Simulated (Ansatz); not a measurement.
**Geometry relaxation of GaP (part 2 of 2)**

The same run, continued: GaP (P1, 32 atoms in the cell); DFT PBE, scalar-relativistic, plane waves, PAW, no spin polarisation (Ansatz 0.2.0); cutoff 420 eV, 2×2×2 k-mesh, Gaussian smearing of 0.02 eV. The structure derives from a Materials Project entry. It belongs to a series of runs on one base structure; here: the perfect supercell shaken and relaxed.

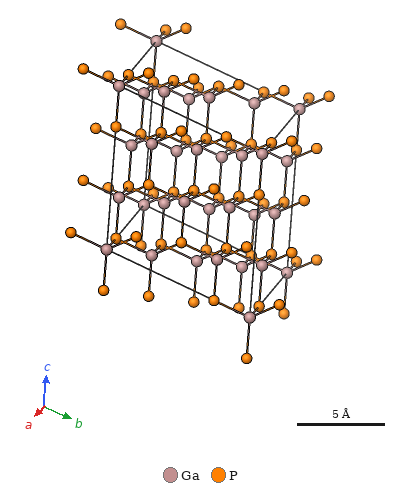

**Figure 1.** The geometry at step 3 of the log (ball-and-stick view of the cell of the calculation, seen slightly off an axis; bonded neighbours outside the cell are drawn too).

The program's output, continued:
```
  k-point 1: bands = ["-7.8687", "-7.8687", "-7.8642", "-7.8528", "-7.8527", "-7.8527", "-7.8526", "-7.8405", "-7.8404", "-7.8404", "-7.8403", "-7.8300", "-7.8299", "-7.8299", "-7.8299", "-7.7897", "-7.7614", "-7.7614", "-7.7455", "-7.7455", "-7.7454", "-7.7454", "-7.7454", "-7.7453", "-7.7453", "-7.7452", "-7.7435", "-7.7434", "-7.7434", "-7.7434", "-7.7419", "-7.7419", "-7.7418", "-7.7418", "-7.7384", "-7.7384", "-7.7384", "-7.7383", "-7.7229", "-7.7228",
      "-7.7228", "-7.7228", "-7.7219", "-7.7219", "-7.7195", "-7.7195", "-7.7144", "-7.7144", "-7.7054", "-7.7012", "-7.7012", "-7.6886", "-7.6886", "-7.6885", "-7.6885", "-7.6882", "-7.6882", "-7.6881", "-7.6881", "-7.6826", "-7.6762", "-7.6760", "-7.6760", "-7.6760", "-7.6759", "-7.6746", "-7.6746", "-7.6746", "-7.6746", "-7.6729", "-7.6729", "-7.6728", "-7.6728", "-7.6708", "-7.6708", "-7.6708", "-7.6707", "-7.6640", "-7.6640", "-7.6622",
      "-5.2979", "-4.3431", "-4.3430", "-4.3430", "-4.3428", "-3.6761", "-3.6759", "-3.6758", "-3.6755", "-3.4827", "-3.0253", "-3.0251", "-3.0251", "-3.0249", "-2.6879", "-2.6879", "0.1894", "0.1894", "0.6066", "0.6068", "0.6069", "0.6072", "0.7128", "0.7131", "0.7134", "0.7136", "1.1417", "2.4154", "2.4156", "2.4158", "2.4159", "2.9969", "2.9969", "2.9970", "2.9970", "3.6729", "3.6729", "3.7491", "3.7491", "4.3860",
      "4.3860", "4.4144", "4.4145", "4.4146", "4.4147", "4.4908", "4.4911", "4.4912", "4.4913", "4.5246", "4.5252", "4.5254", "4.5258", "5.1396", "5.4946", "5.4948", "5.4950", "5.4951", "5.5986", "5.5986", "5.5987", "5.5989", "6.0975", "6.0976", "8.4011", "9.2564", "9.2731", "9.2740", "9.2742", "9.2752", "9.5099", "9.5100", "9.5653", "9.6412", "9.6413", "9.9598", "9.9604", "9.9608", "9.9614", "10.1507",
      "10.2931", "10.2934", "10.2937", "10.2942", "10.7101", "10.7108", "10.7108", "10.7115", "11.3840", "11.3841", "11.3842", "11.3845", "11.5117", "11.5118", "11.8637", "11.8643"]
  k-point 2: bands = ["-7.8687", "-7.8687", "-7.8642", "-7.8528", "-7.8527", "-7.8527", "-7.8526", "-7.8404", "-7.8404", "-7.8403", "-7.8403", "-7.8300", "-7.8299", "-7.8299", "-7.8299", "-7.7897", "-7.7614", "-7.7614", "-7.7455", "-7.7455", "-7.7454", "-7.7454", "-7.7454", "-7.7453", "-7.7453", "-7.7453", "-7.7435", "-7.7435", "-7.7434", "-7.7434", "-7.7419", "-7.7419", "-7.7418", "-7.7418", "-7.7384", "-7.7384", "-7.7384", "-7.7383", "-7.7228", "-7.7228",
      "-7.7228", "-7.7228", "-7.7219", "-7.7219", "-7.7195", "-7.7195", "-7.7144", "-7.7144", "-7.7054", "-7.7012", "-7.7012", "-7.6886", "-7.6885", "-7.6885", "-7.6885", "-7.6882", "-7.6881", "-7.6881", "-7.6881", "-7.6826", "-7.6762", "-7.6760", "-7.6760", "-7.6760", "-7.6759", "-7.6746", "-7.6746", "-7.6746", "-7.6746", "-7.6729", "-7.6729", "-7.6729", "-7.6728", "-7.6708", "-7.6708", "-7.6708", "-7.6707", "-7.6640", "-7.6640", "-7.6622",
      "-5.2979", "-4.3433", "-4.3430", "-4.3429", "-4.3427", "-3.6760", "-3.6760", "-3.6757", "-3.6756", "-3.4827", "-3.0253", "-3.0251", "-3.0250", "-3.0248", "-2.6879", "-2.6879", "0.1894", "0.1894", "0.6066", "0.6068", "0.6069", "0.6072", "0.7129", "0.7131", "0.7134", "0.7136", "1.1417", "2.4154", "2.4156", "2.4157", "2.4159", "2.9968", "2.9969", "2.9970", "2.9971", "3.6729", "3.6729", "3.7491", "3.7491", "4.3859",
      "4.3860", "4.4144", "4.4145", "4.4147", "4.4147", "4.4909", "4.4910", "4.4912", "4.4913", "4.5248", "4.5249", "4.5256", "4.5257", "5.1396", "5.4947", "5.4948", "5.4949", "5.4950", "5.5986", "5.5987", "5.5988", "5.5989", "6.0974", "6.0976", "8.4011", "9.2564", "9.2735", "9.2736", "9.2747", "9.2748", "9.5099", "9.5100", "9.5653", "9.6412", "9.6412", "9.9603", "9.9604", "9.9607", "9.9609", "10.1507",
      "10.2934", "10.2936", "10.2936", "10.2937", "10.7104", "10.7108", "10.7109", "10.7112", "11.3839", "11.3841", "11.3842", "11.3845", "11.5117", "11.5118", "11.8639", "11.8641"]
  k-point 3: bands = ["-7.8687", "-7.8687", "-7.8642", "-7.8527", "-7.8527", "-7.8527", "-7.8527", "-7.8405", "-7.8404", "-7.8403", "-7.8403", "-7.8299", "-7.8299", "-7.8299", "-7.8299", "-7.7897", "-7.7614", "-7.7614", "-7.7455", "-7.7455", "-7.7454", "-7.7454", "-7.7454", "-7.7453", "-7.7453", "-7.7452", "-7.7435", "-7.7435", "-7.7434", "-7.7434", "-7.7419", "-7.7419", "-7.7418", "-7.7418", "-7.7384", "-7.7384", "-7.7384", "-7.7383", "-7.7228", "-7.7228",
      "-7.7228", "-7.7228", "-7.7219", "-7.7219", "-7.7195", "-7.7195", "-7.7144", "-7.7144", "-7.7054", "-7.7012", "-7.7012", "-7.6886", "-7.6885", "-7.6885", "-7.6885", "-7.6882", "-7.6882", "-7.6881", "-7.6881", "-7.6826", "-7.6762", "-7.6760", "-7.6760", "-7.6760", "-7.6759", "-7.6746", "-7.6746", "-7.6746", "-7.6746", "-7.6729", "-7.6729", "-7.6729", "-7.6728", "-7.6708", "-7.6708", "-7.6708", "-7.6708", "-7.6640", "-7.6640", "-7.6622",
      "-5.2979", "-4.3431", "-4.3430", "-4.3430", "-4.3429", "-3.6760", "-3.6760", "-3.6757", "-3.6756", "-3.4827", "-3.0252", "-3.0251", "-3.0251", "-3.0250", "-2.6879", "-2.6879", "0.1893", "0.1894", "0.6066", "0.6068", "0.6070", "0.6071", "0.7128", "0.7131", "0.7135", "0.7136", "1.1417", "2.4154", "2.4156", "2.4158", "2.4159", "2.9969", "2.9969", "2.9970", "2.9970", "3.6729", "3.6729", "3.7491", "3.7491", "4.3859",
      "4.3860", "4.4144", "4.4145", "4.4146", "4.4148", "4.4909", "4.4911", "4.4912", "4.4912", "4.5247", "4.5250", "4.5256", "4.5257", "5.1396", "5.4946", "5.4948", "5.4949", "5.4950", "5.5985", "5.5987", "5.5987", "5.5989", "6.0974", "6.0976", "8.4011", "9.2564", "9.2733", "9.2736", "9.2746", "9.2750", "9.5099", "9.5100", "9.5652", "9.6411", "9.6413", "9.9599", "9.9604", "9.9608", "9.9613", "10.1507",
      "10.2932", "10.2935", "10.2936", "10.2940", "10.7101", "10.7108", "10.7109", "10.7115", "11.3839", "11.3841", "11.3842", "11.3845", "11.5117", "11.5118", "11.8638", "11.8642"]
--- Relaxed structure (4 steps of the walk, 4 accepted, 0 SCFs on fresh bases) ---
  F+E_penalty+E_count = -72632.93288274 eV   max|allowed force component| = 9.024e-3 eV/Å
  atoms:
    - { symbol: Ga, position: [0.500081195053145, 0.5002318125532973, -0.0010087454764032971] }
    - { symbol: Ga, position: [0.5000167109102585, 0.7503872713325646, 0.7488444095425852] }
    - { symbol: Ga, position: [0.5000377433121358, 0.00034046589249735074, 0.49893140146977943] }
    - { symbol: Ga, position: [0.7499556512434651, 0.25025614185815953, -0.000886780849354174] }
    - { symbol: Ga, position: [0.5000260620165276, 0.25033595172610834, 0.24899538319241576] }
    - { symbol: Ga, position: [0.7498587790090173, 0.5000300185013665, 0.7487971008007538] }
    - { symbol: Ga, position: [0.750004042083665, 0.7503618023611158, 0.49931575420053326] }
    - { symbol: Ga, position: [0.00027806756438565746, 0.00032392674165590617, -0.0007870610342647609] }
    - { symbol: Ga, position: [0.7498113413066967, -0.0001678160483953861, 0.2486322280234078] }
    - { symbol: Ga, position: [-6.923835523700572e-5, 0.25025599960157857, 0.7487517297263742] }
    - { symbol: Ga, position: [0.00013462084566468228, 0.5003813949067843, 0.49899776452988587] }
    - { symbol: Ga, position: [0.2499789600751287, 0.7501536365171296, -0.0008023083452576574] }
    - { symbol: Ga, position: [-1.2604365778934312e-5, 0.7503196355294484, 0.2489426355122018] }
    - { symbol: Ga, position: [0.24984082222454218, 1.3837958086820867e-5, 0.7488817021870983] }
    - { symbol: Ga, position: [0.25002061692358707, 0.25036668339628426, 0.4993824470280449] }
    - { symbol: Ga, position: [0.24982705334070152, 0.49993427978758975, 0.2487888655363185] }
    - { symbol: P, position: [0.2499884069056265, 0.5001235275013804, -0.0010710739803943825] }
    - { symbol: P, position: [0.2500493186575885, 0.7502253830893157, 0.7491593083562786] }
    - { symbol: P, position: [0.25001229999856617, 0.00022809416937868976, 0.49901572502138836] }
    - { symbol: P, position: [0.4998610625363501, 0.2501464856833556, -0.001107569087968066] }
    - { symbol: P, position: [0.25008889896744213, 0.2502364362743966, 0.24931823043401666] }
    - { symbol: P, position: [0.5000583073480295, 0.5004191565856223, 0.7490594939753739] }
    - { symbol: P, position: [0.49980420483440313, 0.7501820491342022, 0.4987633525820871] }
    - { symbol: P, position: [0.7500805927036396, 0.000221546194970057, -0.0011214503196273484] }
    - { symbol: P, position: [0.5000437922983604, 0.0002964892256913376, 0.2489513459355956] }
    - { symbol: P, position: [0.7499958658784435, 0.2501907911990084, 0.7490507988624527] }
    - { symbol: P, position: [0.7500704083789604, 0.5002847182864316, 0.4989823276942721] }
    - { symbol: P, position: [-0.00013346176941358978, 0.7500764811503517, -0.0011448159522195467] }
    - { symbol: P, position: [0.7499846516706311, 0.7501267949348355, 0.24912986731817516] }
    - { symbol: P, position: [6.452618807428756e-5, 0.0003918309254444252, 0.7491242622500744] }
    - { symbol: P, position: [-0.00028218000032254054, 0.2500997756985466, 0.49869614381258953] }
    - { symbol: P, position: [1.7393915716895636e-5, 0.5003096388317972, 0.24896723145378633] }
```

Trajectory as extended XYZ (Å, eV, eV/Å), 3 of the 4 frames kept, from step=1 to step=4:
```
32
Lattice="-5.5051 5.5051 5.5051 5.5051 -5.5051 5.5051 5.5051 5.5051 -5.5051" Properties=species:S:1:pos:R:3:forces:R:3 step=1 energy=-72632.28194
Ga   -0.0034   -0.0278    5.5362   -0.1334   0.4995   0.1621
Ga    5.4897    2.7128    2.7638    0.3427   0.3286  -0.3594
Ga    0.0131    5.4799   -0.0047   -0.2220   0.0429  -0.1342
Ga   -2.7627    2.7184    5.5823    0.1608   0.2996  -0.4504
Ga   -0.0027    2.7497    2.7673   -0.4167  -0.1177   0.0399
Ga    2.7051    5.4833    2.7189    0.4130   0.2142   0.4263
Ga    2.7664    2.6834    5.4909   -0.4031   0.5384   0.3549
Ga    0.0023    0.0232    0.0358   -0.3518  -0.5753  -0.3612
Ga   -2.8256    5.4776    2.7342    1.0328   0.0436   0.3306
Ga    5.5523    2.7287   -2.7046   -0.3892   0.3126  -0.4328
Ga    5.5078   -0.0177    0.0085    0.0768   0.3138  -0.5120
Ga    2.7166   -2.6755    5.4594    0.5476  -1.0543   0.2315
Ga    5.5034   -2.7254    2.7635   -0.1367  -0.4566   0.4540
Ga    2.7478    5.4879   -2.7039   -0.1953   0.0433  -0.4649
Ga    2.8054    2.8170    0.0003   -0.9531  -0.7434   0.0917
Ga    2.7875    0.0044    2.7209   -0.1977  -0.0102   0.0197
P     1.3947   -1.3608    4.1652   -0.2735   0.4804  -0.7904
P     6.9069    1.3648    1.3143   -0.1137   0.1158   0.6825
P     1.3680    4.0902   -1.3588    0.0331   0.4426  -0.0667
P    -1.4346    1.3727    4.1634    0.6540  -0.0268  -0.0091
P     1.3071    1.3660    1.3809    1.0688   0.3396   0.0599
P     4.0557    4.1217    1.3720    1.0344   0.1966   0.5555
P     4.1273    1.3963    4.1410    0.2159  -0.7078  -0.1911
P    -4.0948    4.1142    4.1534   -0.5257  -0.1484   0.1768
P    -1.3783    4.0911    1.3203   -0.0429   0.4897   0.7012
P     1.3774    6.8468    1.3621   -0.3966   0.2061   0.3721
P     1.3869    4.1093    4.1004   -0.1946  -0.0777   0.3896
P     4.1261   -4.1535    4.1322   -0.2883   0.2767  -0.2623
P     1.3835    1.4057    6.9766   -0.3468  -0.2803  -1.0879
P     4.0798    4.1137   -4.1370    0.6078  -0.1002   0.2721
P     4.1142    1.4540   -1.3402    0.1240  -1.1775  -0.3720
P     4.2016   -1.4112    1.3615   -0.7306   0.2921   0.1738
32
Lattice="-5.5051 5.5051 5.5051 5.5051 -5.5051 5.5051 5.5051 5.5051 -5.5051" Properties=species:S:1:pos:R:3:forces:R:3 step=3 energy=-72632.93288
Ga   -0.0047   -0.0064    5.5124    0.0026  -0.0016  -0.0019
Ga    5.5008    2.7442    2.7611    0.0004   0.0028  -0.0056
Ga   -0.0042    5.4976    0.0080   -0.0003   0.0015  -0.0035
Ga   -2.7558    2.7460    5.5112   -0.0029  -0.0012   0.0025
Ga   -0.0038    2.7453    2.7601   -0.0008   0.0011  -0.0019
Ga    2.7469    5.4976    2.7586    0.0037   0.0013   0.0009
Ga    2.7508    2.7468    5.5109   -0.0068  -0.0042   0.0040
Ga   -0.0041   -0.0046    0.0076   -0.0010  -0.0075  -0.0023
Ga   -2.7600    5.4975    2.7581    0.0089   0.0002   0.0036
Ga    5.5000    2.7439   -2.7447    0.0037   0.0046  -0.0037
Ga    5.5010   -0.0069    0.0084   -0.0007   0.0005  -0.0052
Ga    2.7491   -2.7579    5.5103   -0.0023  -0.0046   0.0061
Ga    5.5011   -2.7602    2.7601   -0.0004   0.0024  -0.0028
Ga    2.7474    5.4980   -2.7472    0.0033   0.0012   0.0042
Ga    2.7511    2.7473    0.0055   -0.0063  -0.0045  -0.0006
Ga    2.7465   -0.0073    2.7579    0.0052   0.0017   0.0035
P     1.3711   -1.3829    4.1353   -0.0029  -0.0003  -0.0005
P     6.8777    1.3707    1.3824   -0.0018   0.0002  -0.0006
P     1.3720    4.1222   -1.3695    0.0011  -0.0014   0.0008
P    -1.3808    1.3686    4.1350   -0.0015   0.0005  -0.0001
P     1.3733    1.3717    1.3818   -0.0033  -0.0023   0.0038
P     4.1256    4.1217    1.3841   -0.0007   0.0019   0.0001
P     4.1241    1.3674    4.1356    0.0002   0.0013  -0.0009
P    -4.1342    4.1219    4.1367    0.0013   0.0021  -0.0015
P    -1.3807    4.1217    1.3839   -0.0008  -0.0002  -0.0014
P     1.3721    6.8751    1.3825    0.0007  -0.0010   0.0004
P     1.3719    4.1221    4.1364    0.0004   0.0001  -0.0014
P     4.1237   -4.1363    4.1348    0.0025   0.0007   0.0017
P     1.3723    1.3707    6.8868    0.0003   0.0005   0.0015
P     4.1258    4.1222   -4.1215   -0.0013   0.0005  -0.0015
P     4.1238    1.3670   -1.3701    0.0001   0.0040   0.0027
P     4.1248   -1.3836    1.3838   -0.0005  -0.0002  -0.0006
32
Lattice="-5.5051 5.5051 5.5051 5.5051 -5.5051 5.5051 5.5051 5.5051 -5.5051" Properties=species:S:1:pos:R:3:forces:R:3 step=4 energy=-72632.93288
Ga   -0.0047   -0.0064    5.5124    0.0026  -0.0016  -0.0018
Ga    5.5008    2.7442    2.7611    0.0005   0.0029  -0.0055
Ga   -0.0042    5.4976    0.0080   -0.0003   0.0016  -0.0035
Ga   -2.7558    2.7460    5.5112   -0.0028  -0.0011   0.0024
Ga   -0.0038    2.7453    2.7601   -0.0010   0.0011  -0.0019
Ga    2.7469    5.4976    2.7586    0.0037   0.0014   0.0010
Ga    2.7508    2.7468    5.5109   -0.0069  -0.0041   0.0040
Ga   -0.0041   -0.0046    0.0076   -0.0010  -0.0077  -0.0023
Ga   -2.7600    5.4975    2.7581    0.0090   0.0002   0.0037
Ga    5.5000    2.7439   -2.7447    0.0038   0.0047  -0.0037
Ga    5.5010   -0.0069    0.0084   -0.0007   0.0005  -0.0053
Ga    2.7491   -2.7579    5.5103   -0.0022  -0.0048   0.0062
Ga    5.5011   -2.7602    2.7601   -0.0004   0.0024  -0.0029
Ga    2.7474    5.4980   -2.7472    0.0033   0.0012   0.0041
Ga    2.7511    2.7473    0.0055   -0.0065  -0.0047  -0.0005
Ga    2.7465   -0.0073    2.7579    0.0052   0.0017   0.0035
P     1.3711   -1.3829    4.1353   -0.0030  -0.0003  -0.0005
P     6.8777    1.3707    1.3824   -0.0017   0.0002  -0.0006
P     1.3720    4.1222   -1.3695    0.0011  -0.0014   0.0007
P    -1.3808    1.3686    4.1350   -0.0015   0.0006  -0.0001
P     1.3733    1.3717    1.3818   -0.0034  -0.0023   0.0038
P     4.1256    4.1217    1.3841   -0.0006   0.0019   0.0002
P     4.1241    1.3674    4.1356    0.0003   0.0013  -0.0008
P    -4.1342    4.1219    4.1367    0.0013   0.0021  -0.0015
P    -1.3807    4.1217    1.3839   -0.0008  -0.0003  -0.0014
P     1.3721    6.8751    1.3825    0.0006  -0.0010   0.0004
P     1.3719    4.1221    4.1364    0.0004   0.0001  -0.0013
P     4.1237   -4.1363    4.1348    0.0024   0.0007   0.0018
P     1.3723    1.3707    6.8868    0.0003   0.0006   0.0015
P     4.1258    4.1222   -4.1215   -0.0013   0.0005  -0.0015
P     4.1238    1.3670   -1.3701    0.0001   0.0040   0.0027
P     4.1248   -1.3836    1.3838   -0.0004  -0.0001  -0.0006
```

Results in brief:

| quantity | value |
| --- | --- |
| outcome | converged |
| space group (tolerance 0.01 Å) | P1 (1) → F-43m (216) |
| electrons treated | 288 |
| free energy | −72632.9329 eV |
| Fermi energy | 7.249 eV |
| gap on the k-point mesh | 2.30 eV |
| final volume | 667.36 Å³ |
| largest force (length of the vector) at the end | 0.010 eV/Å |
| final cell | a = 9.535 Å, b = 9.535 Å, c = 9.535 Å, α = 109.47°, β = 109.47°, γ = 109.47° |
| hardware | 8 threads of Arm Neoverse V1, 24 GiB of memory available, shared host |
| wall time | 61 s (CPU time 7.7 min) |
| peak memory | 2.3 GiB |
